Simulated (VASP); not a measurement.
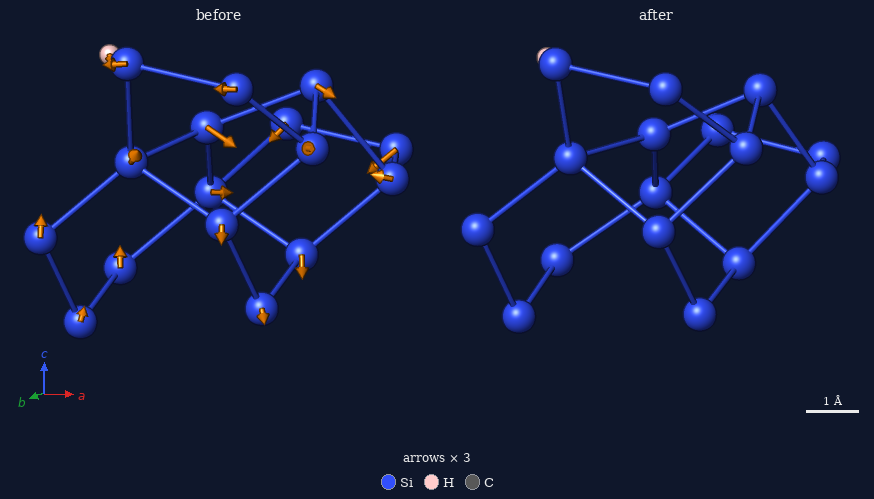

The structure of a slab of composition Si24H10C before (left) and after (right) a relaxation, at one scale. The orange arrows give the displacements, 3 times their true length.

A ball-and-stick model of the atoms within 5.0 Å of the atom that moves most (axes of the cell of the calculation, outlined in the plane, without the vacuum (origin shifted)), seen from a free direction.

The run lets the atoms move in a fixed cell. 24 atoms are held fixed.

Computed with Kohn-Sham DFT of a periodic cell, PBE with D3(BJ), VASP PAW PBE potentials, recommended (VASP).

Input file:
```
SYSTEM = Si24H10C
ALGO = Normal
EDIFF = 1E-7
EDIFFG = -0.03
ENCUT = 400
GGA = PE
IBRION = 2
ISIF = 2
ISMEAR = 0
ISYM = 0
IVDW = 12
LASPH = .TRUE.
LCHARG = .FALSE.
LREAL = Auto
LWAVE = .FALSE.
NCORE = 4
NELM = 80
NSW = 120
PREC = Accurate
SIGMA = 0.05
```

Launched with:
```bash
cat potpaw_PBE.64/Si/POTCAR potpaw_PBE.64/H/POTCAR potpaw_PBE.64/C/POTCAR > POTCAR
mpirun -np 8 vasp_gam > vasp.out
```

Describe what moved and what it gained.

Answer. The run was cut off at its time limit before the relaxation converged, so the last structure is only a point on the way. Over 34 geometry steps the energy falls by 2.010 eV per cell of the calculation. Largest force component: 1.1 eV/Å at the start, 0.36 eV/Å at the end. The largest moves, 0.27 Å, are those of Si atoms. Largest moves by element: Si 0.27 Å, C 0.11 Å, H 0.09 Å. The cell stays as it was. Near-neighbour distances that change, for instance: Si–Si 2.605 → 2.388 Å, Si–Si 2.264 → 2.355 Å, Si–Si 2.264 → 2.331 Å, Si–Si 2.412 → 2.345 Å. Bond angles that change, for instance: Si–Si–Si 96.5° → 107.9°, Si–Si–Si 96.5° → 105.5°, Si–Si–Si 106.1° → 112.5°.
